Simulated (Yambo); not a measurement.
System: rocksalt RbCl, space group Fm-3m, 2 atoms in the primitive cell; cubic a = 6.548 Å. Starting point: LDA, PseudoDojo 0.4.1 SR LDA standard, no spin polarisation, no spin-orbit coupling, 6×6×6 k mesh, 762 eV cutoff, fixed occupations (Yambo 5.3.0). Many-body step: HF with cutoff of exchange and Vxc 56 Ry.

In LDA the smallest gap over these k points is 4.60 eV, with direct gaps of 4.59 eV at Γ, 5.95 eV at X and 7.75 eV at L.

### What does HF give?

Over the k points that were corrected, the smallest gap goes from 4.60 eV in LDA (direct at Γ) to 13.37 eV in HF (direct at Γ), a change of +8.77 eV (+191 %). Counted from the valence top, the lowest empty level moves by +8.77 eV at Γ, +8.87 eV at X and +8.90 eV at L; over the 16 points that were corrected the shifts run from +8.77 to +9.04 eV: a spread of 0.27 eV on a mean of 8.93 eV, so one scissor shift describes this level well. Only two empty levels a point were corrected, so a higher one could drop under them.

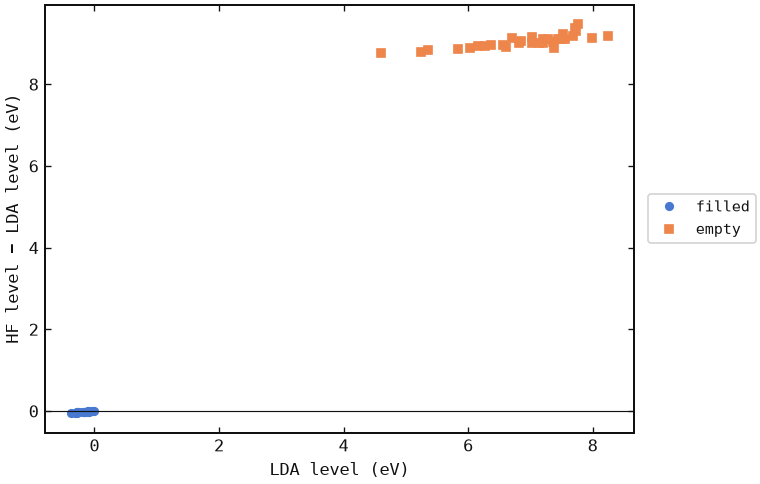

Change of each level from LDA to HF against its LDA energy, both sets counted from their own valence top.

```csv
k point,LDA direct gap (eV),HF direct gap (eV)
Γ,4.59,13.37
X,5.95,14.85
L,7.75,16.70
```

Hartree-Fock has no screening and overstates gaps by far.
